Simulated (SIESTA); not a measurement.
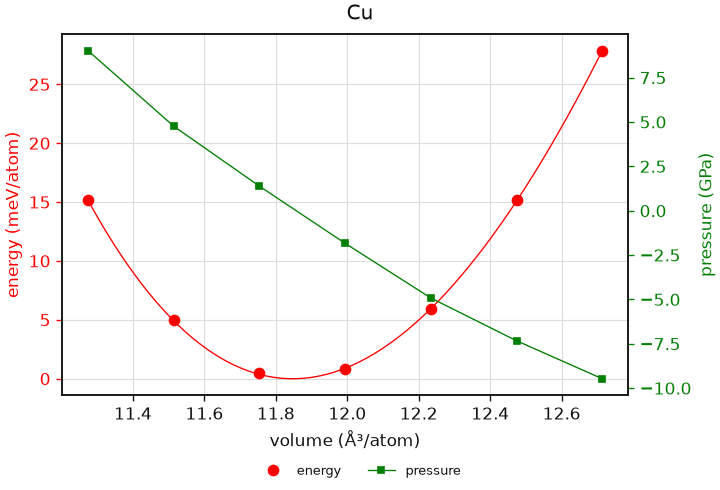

Figure. Energy and pressure against volume for Cu, space group Cmcm (No. 63).

A third-order Birch–Murnaghan fit gives V0 = 11.85 Å³/atom, B0 = 160 GPa and B′ = 4.5. The energy is 15.16 meV/atom at volume 11.27 Å³/atom and 27.79 meV/atom at 12.71 Å³/atom; the lowest computed point is at volume 11.75 Å³/atom (0.44 meV/atom), in a single well. The pressure falls from 9.02 GPa at volume 11.27 Å³/atom to −9.47 GPa at 12.71 Å³/atom, and changes sign near 11.86 Å³/atom.

Method: DFT in numerical atomic orbitals with pseudopotentials, no spin polarisation; energies at scaled volumes of the given cell, shape and fractions fixed, counted from the fit's minimum, third-order Birch-Murnaghan fit (SIESTA 5.4.2). Level: PBEsol.

k mesh 11×11×11; occupations Fermi–Dirac; smearing width 0.05 eV; potentials PseudoDojo 0.4 standard, converted to PSML, two zetas on semicore shells; program settings basis DZP, mesh cutoff 800 Ry.

Cell as given: a = 4.159 Å, b = 4.159 Å, c = 2.475 Å, α = 90.00°, β = 90.00°, γ = 145.93°; 2 atoms.

Note: mulliken charges of long orbitals; short basis over semicore shells; shape and atomic fractions are frozen while scaling, which makes layered, chain and framework solids too stiff.
